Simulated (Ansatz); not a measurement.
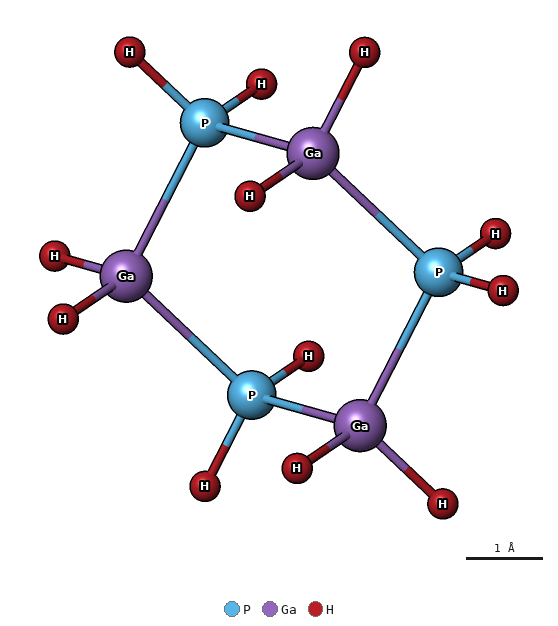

Fig. 1: The input geometry (ball-and-stick view of the molecule without its box, seen at a tilt). Bond lengths as drawn: Ga–H 1.57 Å, Ga–P 2.38 Å and H–P 1.42 Å.

**Geometry relaxation, with input and output: GaPH4 (part 1 of 3)**

GaPH4 (18 atoms in the cell), computed with DFT PBE, scalar-relativistic, plane waves, PAW, no spin polarisation (Ansatz 0.2.0).

The structure derives from an entry of the Crystallography Open Database. It belongs to a series of runs on one base structure; here: cluster of 6 atoms cut as a sphere about cell point 3/8, cut bonds capped with H.

## Log
```
Engine: ansatz 0.2.0, aarch64-unknown-linux-gnu
Pseudopotentials: kind: paw
Pseudopotential: P, paw, valence charge 5, recommended cutoff 420 eV (normal), P.paw.azcp
Pseudopotential: Ga, paw, valence charge 13, recommended cutoff 420 eV (normal), Ga.paw.azcp
Pseudopotential: H, paw, valence charge 1, recommended cutoff 420 eV (normal), H.paw.azcp
Functional definition: PBE
  parameter kappa = 0.804
  parameter beta = 0.06672455060314922
  exchange = pbe_x(kappa = kappa, mu = beta*pi^2/3)
  correlation = pbe_c(beta = beta)
Crystal: 18 atoms, lattice volume = 2862.010 Å³
Basis set: ecut = 420 eV, 55969 PW (Γ), exchange–correlation on 192×192×200 points (8 copies of the dense FFT grid, shifted against one another)
Bands: 51, of which v1, the nominal top of the filled ones, is band 33 counted from 1 (32 counted from 0)
Symmetry: 1 space group operations
Space group: P1 (ITA 1), of the structure as read, at distance tolerance 1.4e-4 Å
k-points: 1
Non-local potential: P, projectors of the file, l = 0: 2, l = 1: 2, l = 2: 2
Non-local potential: Ga, projectors of the file, l = 0: 2, l = 1: 2, l = 2: 3, l = 3: 1
Non-local potential: H, projectors of the file, l = 0: 2, l = 1: 1
PAW form: soft (Blöchl's): semilocal exchange-correlation on the pseudo side does not see the compensation charge
PAW one-centre angular grid: P, 110 points (default); XC on 64 Gauss nodes
PAW one-centre angular grid: Ga, 590 points (default); XC on 64 Gauss nodes
PAW one-centre angular grid: H, 110 points (default); XC on 64 Gauss nodes
Initial density: superposition of atomic densities (neutral atoms: chi_scale 0, normalization atom), corrected by the library's trained network
Initial wavefunctions: pseudopotential atomic-orbital guess
Functional: x = pbe(κ = 0.804, μ = 0.2195149727645171), c = pbe(β = 0.06672455060314922)
SCF iter   1: F=—  HF=-13805.759459 eV  |F-HF|=—  |Δ(HF+E_count)|=         —  Δρ=1.48e-3  dr2=1.58e-1  ethr=1.77e-3  ⟨swp⟩=14.0  Hψ=380  notcnv=0  defer=3
preconditioner: auto → Resta (q_TF=auto, 1.456 Å⁻¹)  ε∞=1.2  [insulator: Δε(μ)=4.312 eV  Ē_g=13.532 eV  σ=0.050 eV  W_gap=1.00  n_scr=154 (ndim 8)  ℏωp=5.6 eV  f_vac=0.848  D(μ)=0.00/eV (n_scr^D=0)  ε∞_Penn≈1.2  vacuum switching on, ρ_ref=1.3e-2 e/Å³]
SCF iter   2: F=—  HF=-13805.728944 eV  |F-HF|=—  |Δ(HF+E_count)|=   3.05e-2  Δρ=5.70e-4  dr2=1.66e-2  ethr=2.39e-4  ⟨swp⟩=4.0  Hψ=112  notcnv=0  defer=12
SCF iter   3: F=—  HF=-13805.732918 eV  |F-HF|=—  |Δ(HF+E_count)|=   3.97e-3  Δρ=2.15e-4  dr2=2.21e-3  ethr=2.52e-5  ⟨swp⟩=2.0  Hψ=78  notcnv=0  defer=12
SCF iter   4: F=—  HF=-13805.735303 eV  |F-HF|=—  |Δ(HF+E_count)|=   2.39e-3  Δρ=9.20e-5  dr2=4.77e-4  ethr=3.36e-6  ⟨swp⟩=2.0  Hψ=85  notcnv=0  defer=12
SCF iter   5: F=—  HF=-13805.736522 eV  |F-HF|=—  |Δ(HF+E_count)|=   1.22e-3  Δρ=3.38e-5  dr2=3.98e-5  ethr=7.22e-7  ⟨swp⟩=2.0  Hψ=67  notcnv=0  defer=12
SCF iter   6: F=—  HF=-13805.736707 eV  |F-HF|=—  |Δ(HF+E_count)|=   1.85e-4  Δρ=7.96e-6  dr2=2.26e-6  ethr=3.41e-8  ⟨swp⟩=34.0  Hψ=691  notcnv=0
SCF iter   7: F=-13805.736715 eV  HF=-13805.736715 eV  |F-HF|=1.30e-7  |Δ(HF+E_count)|=   7.50e-6  Δρ=2.48e-6  dr2=1.72e-7  ethr=3.42e-9  ⟨swp⟩=21.0  Hψ=473  notcnv=0
SCF 1 converged in 7 iterations: F = -13805.736715 eV  dr2 = 1.72e-7
  greatest PAW one-centre occupation: 0.994 electrons in one spin orbital (limit 2), on the Ga atom at site 5 (counted from 0), in its partial waves of l = 2
relax step   1: F+E_penalty+E_count = -13805.73671484 eV  Δ(F+E_penalty+E_count) = +0.000e0 eV  max|allowed force component| = 1.133e0 eV/Å  Δτ_max = 0.0000 Å  (7 SCF iters, dr2 threshold 2.25e-5 eV, accepted)
Initial density: handed on by an earlier stage of this run
Initial wavefunctions: those handed on with the density
iter 1 solved again at ethr=1.18e-3 eV; its pass at ethr=3.10e-3 eV (dr2=7.76e-1 eV) is discarded
SCF iter   1: F=—  HF=-13806.596272 eV  |F-HF|=—  |Δ(HF+E_count)|=         —  Δρ=5.93e-3  dr2=7.79e-1  ethr=1.18e-3  ⟨swp⟩=1.0  Hψ=261  notcnv=0  defer=11
preconditioner: auto → Resta (q_TF=auto, 1.456 Å⁻¹)  ε∞=1.2  [insulator: Δε(μ)=4.672 eV  Ē_g=13.439 eV  σ=0.050 eV  W_gap=1.00  n_scr=154 (ndim 8)  ℏωp=5.6 eV  f_vac=0.858  D(μ)=0.00/eV (n_scr^D=0)  ε∞_Penn≈1.2  vacuum switching on, ρ_ref=1.3e-2 e/Å³]
SCF iter   2: F=—  HF=-13806.408091 eV  |F-HF|=—  |Δ(HF+E_count)|=   1.88e-1  Δρ=2.77e-3  dr2=1.07e-1  ethr=1.18e-3  ⟨swp⟩=3.0  Hψ=69  notcnv=0  defer=11
SCF iter   3: F=—  HF=-13806.406118 eV  |F-HF|=—  |Δ(HF+E_count)|=   1.97e-3  Δρ=8.75e-4  dr2=2.00e-2  ethr=1.62e-4  ⟨swp⟩=3.0  Hψ=100  notcnv=0  defer=11
SCF iter   4: F=—  HF=-13806.402460 eV  |F-HF|=—  |Δ(HF+E_count)|=   3.66e-3  Δρ=2.47e-4  dr2=1.21e-3  ethr=3.03e-5  ⟨swp⟩=2.0  Hψ=78  notcnv=0  defer=11
SCF iter   5: F=-13806.402537 eV  HF=-13806.402517 eV  |F-HF|=1.94e-5  |Δ(HF+E_count)|=   5.70e-5  Δρ=5.41e-5  dr2=5.10e-5  ethr=1.22e-7  ⟨swp⟩=30.0  Hψ=661  notcnv=0
SCF 2 converged in 5 iterations: F = -13806.402537 eV  dr2 = 5.10e-5
  Residual-converged pass: ⟨swp⟩=2.0  Hψ=56  notcnv=0  max |occ|·‖R‖ = 5.9e-9 eV (tolerance 1.0e-8 eV)  dr2=5.10e-5  dr2_onsite=4.46e-6  max |Δocc| = 0.0e0
  greatest PAW one-centre occupation: 0.995 electrons in one spin orbital (limit 2), on the Ga atom at site 5 (counted from 0), in its partial waves of l = 2
relax step   2: F+E_penalty+E_count = -13806.40253692 eV  Δ(F+E_penalty+E_count) = -6.658e-1 eV  max|allowed force component| = 2.466e-1 eV/Å  Δτ_max = 0.1963 Å  (5 SCF iters, dr2 threshold 8.02e-5 eV, accepted)
SCF iter   1: F=—  HF=-13806.478700 eV  |F-HF|=—  |Δ(HF+E_count)|=         —  Δρ=2.54e-3  dr2=1.10e-1  ethr=1.96e-3  ⟨swp⟩=4.0  Hψ=125  notcnv=0  defer=11
preconditioner: auto → Resta (q_TF=auto, 1.456 Å⁻¹)  ε∞=1.2  [insulator: Δε(μ)=4.831 eV  Ē_g=13.590 eV  σ=0.050 eV  W_gap=1.00  n_scr=154 (ndim 8)  ℏωp=5.6 eV  f_vac=0.856  D(μ)=0.00/eV (n_scr^D=0)  ε∞_Penn≈1.2  vacuum switching on, ρ_ref=1.3e-2 e/Å³]
SCF iter   2: F=—  HF=-13806.459228 eV  |F-HF|=—  |Δ(HF+E_count)|=   1.95e-2  Δρ=1.10e-3  dr2=1.91e-2  ethr=1.67e-4  ⟨swp⟩=3.0  Hψ=84  notcnv=0  defer=11
SCF iter   3: F=—  HF=-13806.458549 eV  |F-HF|=—  |Δ(HF+E_count)|=   6.79e-4  Δρ=3.62e-4  dr2=5.76e-3  ethr=2.89e-5  ⟨swp⟩=3.0  Hψ=61  notcnv=0  defer=11
SCF iter   4: F=—  HF=-13806.457310 eV  |F-HF|=—  |Δ(HF+E_count)|=   1.24e-3  Δρ=6.45e-5  dr2=9.93e-5  ethr=8.72e-6  ⟨swp⟩=2.0  Hψ=53  notcnv=0  defer=11
SCF iter   5: F=—  HF=-13806.457377 eV  |F-HF|=—  |Δ(HF+E_count)|=   6.76e-5  Δρ=2.39e-5  dr2=1.94e-5  ethr=1.51e-7  ⟨swp⟩=2.0  Hψ=84  notcnv=0  defer=11
iter 6 did not close the SCF: its close was put off until two iterations running show no level that it waits for move by more than its bar (scf_convergence_deferred on its scf_iter line)
SCF iter   6: F=-13806.457370 eV  HF=-13806.457370 eV  |F-HF|=1.50e-7  |Δ(HF+E_count)|=   6.98e-6  Δρ=4.46e-6  dr2=5.02e-7  ethr=5.76e-9  ⟨swp⟩=24.0  Hψ=614  notcnv=0
SCF iter   7: F=-13806.457370 eV  HF=-13806.457370 eV  |F-HF|=2.28e-9  |Δ(HF+E_count)|=   8.26e-9  Δρ=1.54e-6  dr2=5.01e-8  ethr=7.60e-10  ⟨swp⟩=12.0  Hψ=359  notcnv=0
SCF 3 converged in 7 iterations: F = -13806.457370 eV  dr2 = 5.01e-8
relax step   3: F+E_penalty+E_count = -13806.45737024 eV  Δ(F+E_penalty+E_count) = -5.483e-2 eV  max|allowed force component| = 1.036e-1 eV/Å  Δτ_max = 0.0797 Å  (7 SCF iters, dr2 threshold 3.80e-6 eV, accepted)
SCF iter   1: F=—  HF=-13806.475450 eV  |F-HF|=—  |Δ(HF+E_count)|=         —  Δρ=9.19e-4  dr2=1.57e-2  ethr=2.80e-4  ⟨swp⟩=4.0  Hψ=100  notcnv=0  defer=11
preconditioner: auto → Resta (q_TF=auto, 1.456 Å⁻¹)  ε∞=1.2  [insulator: Δε(μ)=4.841 eV  Ē_g=13.601 eV  σ=0.050 eV  W_gap=1.00  n_scr=154 (ndim 8)  ℏωp=5.6 eV  f_vac=0.857  D(μ)=0.00/eV (n_scr^D=0)  ε∞_Penn≈1.2  vacuum switching on, ρ_ref=1.3e-2 e/Å³]
SCF iter   2: F=—  HF=-13806.472427 eV  |F-HF|=—  |Δ(HF+E_count)|=   3.02e-3  Δρ=4.04e-4  dr2=2.60e-3  ethr=2.37e-5  ⟨swp⟩=2.0  Hψ=61  notcnv=0  defer=11
SCF iter   3: F=—  HF=-13806.472246 eV  |F-HF|=—  |Δ(HF+E_count)|=   1.81e-4  Δρ=7.81e-5  dr2=3.07e-4  ethr=3.93e-6  ⟨swp⟩=2.0  Hψ=51  notcnv=0  defer=11
SCF iter   4: F=—  HF=-13806.472186 eV  |F-HF|=—  |Δ(HF+E_count)|=   6.05e-5  Δρ=2.31e-5  dr2=1.77e-5  ethr=4.65e-7  ⟨swp⟩=3.0  Hψ=77  notcnv=0  defer=11
SCF iter   5: F=—  HF=-13806.472235 eV  |F-HF|=—  |Δ(HF+E_count)|=   4.95e-5  Δρ=5.53e-6  dr2=5.69e-7  ethr=2.68e-8  ⟨swp⟩=2.0  Hψ=51  notcnv=0  defer=11
SCF iter   6: F=-13806.472235 eV  HF=-13806.472236 eV  |F-HF|=1.15e-7  |Δ(HF+E_count)|=   4.51e-7  Δρ=1.85e-6  dr2=8.93e-8  ethr=1.52e-10  ⟨swp⟩=24.0  Hψ=506  notcnv=0
SCF 4 converged in 6 iterations: F = -13806.472235 eV  dr2 = 8.93e-8
relax step   4: F+E_penalty+E_count = -13806.47223548 eV  Δ(F+E_penalty+E_count) = -1.487e-2 eV  max|allowed force component| = 2.549e-2 eV/Å  Δτ_max = 0.0419 Å  (6 SCF iters, accepted)
SCF iter   1: F=—  HF=-13806.497131 eV  |F-HF|=—  |Δ(HF+E_count)|=         —  Δρ=1.72e-3  dr2=5.50e-2  ethr=8.58e-4  ⟨swp⟩=4.0  Hψ=101  notcnv=0  defer=11
preconditioner: auto → Resta (q_TF=auto, 1.456 Å⁻¹)  ε∞=1.2  [insulator: Δε(μ)=4.845 eV  Ē_g=13.605 eV  σ=0.050 eV  W_gap=1.00  n_scr=154 (ndim 8)  ℏωp=5.6 eV  f_vac=0.857  D(μ)=0.00/eV (n_scr^D=0)  ε∞_Penn≈1.2  vacuum switching on, ρ_ref=1.3e-2 e/Å³]
SCF iter   2: F=—  HF=-13806.486156 eV  |F-HF|=—  |Δ(HF+E_count)|=   1.10e-2  Δρ=7.62e-4  dr2=9.65e-3  ethr=8.34e-5  ⟨swp⟩=2.0  Hψ=72  notcnv=0  defer=11
SCF iter   3: F=—  HF=-13806.484921 eV  |F-HF|=—  |Δ(HF+E_count)|=   1.24e-3  Δρ=1.02e-4  dr2=4.68e-4  ethr=1.46e-5  ⟨swp⟩=2.0  Hψ=53  notcnv=0  defer=11
SCF iter   4: F=—  HF=-13806.484802 eV  |F-HF|=—  |Δ(HF+E_count)|=   1.19e-4  Δρ=3.76e-5  dr2=3.42e-5  ethr=7.09e-7  ⟨swp⟩=2.0  Hψ=73  notcnv=0  defer=11
SCF iter   5: F=—  HF=-13806.484861 eV  |F-HF|=—  |Δ(HF+E_count)|=   5.91e-5  Δρ=1.14e-5  dr2=2.10e-6  ethr=5.18e-8  ⟨swp⟩=2.0  Hψ=73  notcnv=0  defer=11
SCF iter   6: F=—  HF=-13806.484862 eV  |F-HF|=—  |Δ(HF+E_count)|=   1.23e-6  Δρ=2.88e-6  dr2=2.15e-7  ethr=3.18e-9  ⟨swp⟩=2.0  Hψ=73  notcnv=0  defer=11
SCF iter   7: F=-13806.484862 eV  HF=-13806.484862 eV  |F-HF|=2.40e-9  |Δ(HF+E_count)|=   4.69e-8  Δρ=7.51e-7  dr2=1.61e-8  ethr=1.52e-10  ⟨swp⟩=26.0  Hψ=518  notcnv=0
SCF 5 converged in 7 iterations: F = -13806.484862 eV  dr2 = 1.61e-8
relax step   5: F+E_penalty+E_count = -13806.48486193 eV  Δ(F+E_penalty+E_count) = -1.263e-2 eV  max|allowed force component| = 5.943e-2 eV/Å  Δτ_max = 0.0856 Å  (7 SCF iters, accepted)
SCF iter   1: F=—  HF=-13806.469998 eV  |F-HF|=—  |Δ(HF+E_count)|=         —  Δρ=2.29e-3  dr2=8.76e-2  ethr=1.11e-3  ⟨swp⟩=5.0  Hψ=128  notcnv=0  defer=11
preconditioner: auto → Resta (q_TF=auto, 1.456 Å⁻¹)  ε∞=1.2  [insulator: Δε(μ)=4.856 eV  Ē_g=13.641 eV  σ=0.050 eV  W_gap=1.00  n_scr=154 (ndim 8)  ℏωp=5.6 eV  f_vac=0.859  D(μ)=0.00/eV (n_scr^D=0)  ε∞_Penn≈1.2  vacuum switching on, ρ_ref=1.3e-2 e/Å³]
SCF iter   2: F=—  HF=-13806.453985 eV  |F-HF|=—  |Δ(HF+E_count)|=   1.60e-2  Δρ=1.03e-3  dr2=1.61e-2  ethr=1.33e-4  ⟨swp⟩=2.0  Hψ=71  notcnv=0  defer=11
SCF iter   3: F=—  HF=-13806.453044 eV  |F-HF|=—  |Δ(HF+E_count)|=   9.41e-4  Δρ=1.94e-4  dr2=2.10e-3  ethr=2.43e-5  ⟨swp⟩=2.0  Hψ=52  notcnv=0  defer=11
SCF iter   4: F=—  HF=-13806.452521 eV  |F-HF|=—  |Δ(HF+E_count)|=   5.23e-4  Δρ=5.12e-5  dr2=6.11e-5  ethr=3.18e-6  ⟨swp⟩=3.0  Hψ=86  notcnv=0  defer=11
SCF iter   5: F=—  HF=-13806.452580 eV  |F-HF|=—  |Δ(HF+E_count)|=   5.95e-5  Δρ=1.88e-5  dr2=8.43e-6  ethr=9.26e-8  ⟨swp⟩=2.0  Hψ=73  notcnv=0  defer=11
SCF iter   6: F=—  HF=-13806.452577 eV  |F-HF|=—  |Δ(HF+E_count)|=   3.54e-6  Δρ=4.76e-6  dr2=5.15e-7  ethr=1.28e-8  ⟨swp⟩=2.0  Hψ=73  notcnv=0  defer=11
SCF iter   7: F=-13806.452576 eV  HF=-13806.452576 eV  |F-HF|=9.68e-9  |Δ(HF+E_count)|=   4.85e-8  Δρ=1.63e-6  dr2=5.36e-8  ethr=1.52e-10  ⟨swp⟩=25.0  Hψ=513  notcnv=0
SCF 6 converged in 7 iterations: F = -13806.452576 eV  dr2 = 5.36e-8
relax step   6: F+E_penalty+E_count = -13806.45257649 eV  Δ(F+E_penalty+E_count) = +3.229e-2 eV  max|allowed force component| = 2.711e-1 eV/Å  Δτ_max = 0.0664 Å  (7 SCF iters, rejected (line search))
SCF iter   1: F=—  HF=-13806.500203 eV  |F-HF|=—  |Δ(HF+E_count)|=         —  Δρ=1.67e-3  dr2=4.77e-2  ethr=7.00e-4  ⟨swp⟩=5.0  Hψ=109  notcnv=0  defer=11
preconditioner: auto → Resta (q_TF=auto, 1.456 Å⁻¹)  ε∞=1.2  [insulator: Δε(μ)=4.840 eV  Ē_g=13.584 eV  σ=0.050 eV  W_gap=1.00  n_scr=154 (ndim 8)  ℏωp=5.6 eV  f_vac=0.856  D(μ)=0.00/eV (n_scr^D=0)  ε∞_Penn≈1.2  vacuum switching on, ρ_ref=1.3e-2 e/Å³]
SCF iter   2: F=—  HF=-13806.491004 eV  |F-HF|=—  |Δ(HF+E_count)|=   9.20e-3  Δρ=7.75e-4  dr2=8.86e-3  ethr=7.23e-5  ⟨swp⟩=2.0  Hψ=69  notcnv=0  defer=11
SCF iter   3: F=—  HF=-13806.490696 eV  |F-HF|=—  |Δ(HF+E_count)|=   3.08e-4  Δρ=1.74e-4  dr2=1.67e-3  ethr=1.34e-5  ⟨swp⟩=3.0  Hψ=67  notcnv=0  defer=11
SCF iter   4: F=—  HF=-13806.490264 eV  |F-HF|=—  |Δ(HF+E_count)|=   4.31e-4  Δρ=4.17e-5  dr2=5.14e-5  ethr=2.53e-6  ⟨swp⟩=3.0  Hψ=88  notcnv=0  defer=11
SCF iter   5: F=—  HF=-13806.490333 eV  |F-HF|=—  |Δ(HF+E_count)|=   6.86e-5  Δρ=1.96e-5  dr2=9.82e-6  ethr=7.79e-8  ⟨swp⟩=2.0  Hψ=73  notcnv=0  defer=11
SCF iter   6: F=—  HF=-13806.490330 eV  |F-HF|=—  |Δ(HF+E_count)|=   2.81e-6  Δρ=5.62e-6  dr2=7.99e-7  ethr=1.49e-8  ⟨swp⟩=2.0  Hψ=73  notcnv=0  defer=11
SCF iter   7: F=-13806.490330 eV  HF=-13806.490330 eV  |F-HF|=3.21e-9  |Δ(HF+E_count)|=   9.64e-8  Δρ=1.23e-6  dr2=3.68e-8  ethr=1.52e-10  ⟨swp⟩=29.0  Hψ=526  notcnv=0
SCF 7 converged in 7 iterations: F = -13806.490330 eV  dr2 = 3.68e-8
relax step   7: F+E_penalty+E_count = -13806.49032983 eV  Δ(F+E_penalty+E_count) = -5.468e-3 eV  max|allowed force component| = 1.361e-2 eV/Å  Δτ_max = 0.0324 Å  (7 SCF iters, accepted)
```
